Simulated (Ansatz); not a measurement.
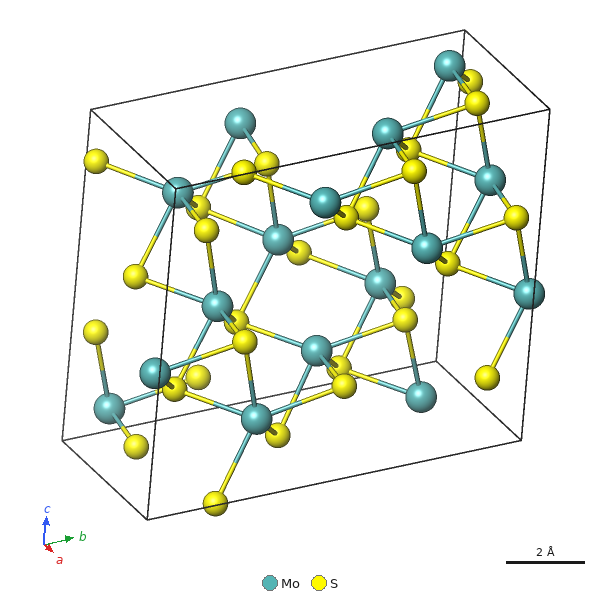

This ball-and-stick model is shown slightly off an axis. The lines enclose the supercell; boundary atoms appear with their images. The host is MoS2, in a cell of 39 sites, and the cell is neutral.

**Which defect is modelled here, and what are its neighbours?**

A sulfur vacancy. Around the empty site lie three Mo at about 2.4 Å.

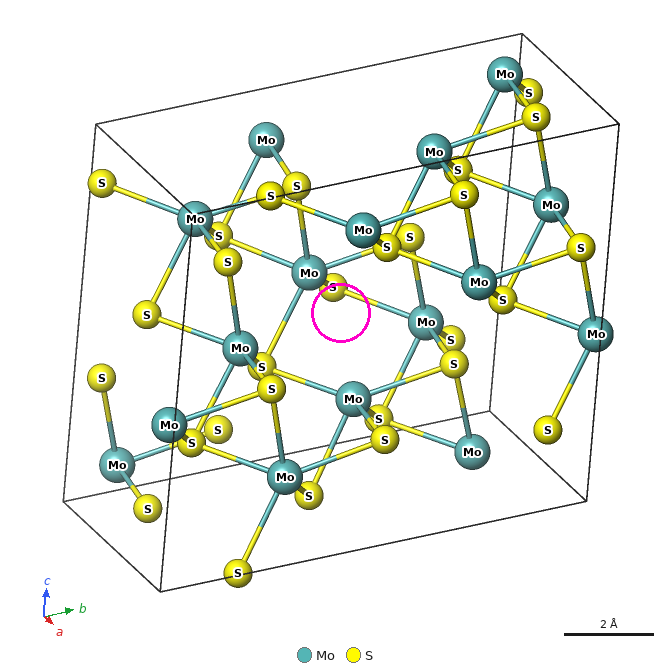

The same cell with a ring at the defect's site.

The atoms were relaxed in the host's cell with Ansatz, DFT PBE, scalar-relativistic, plane waves, PAW.
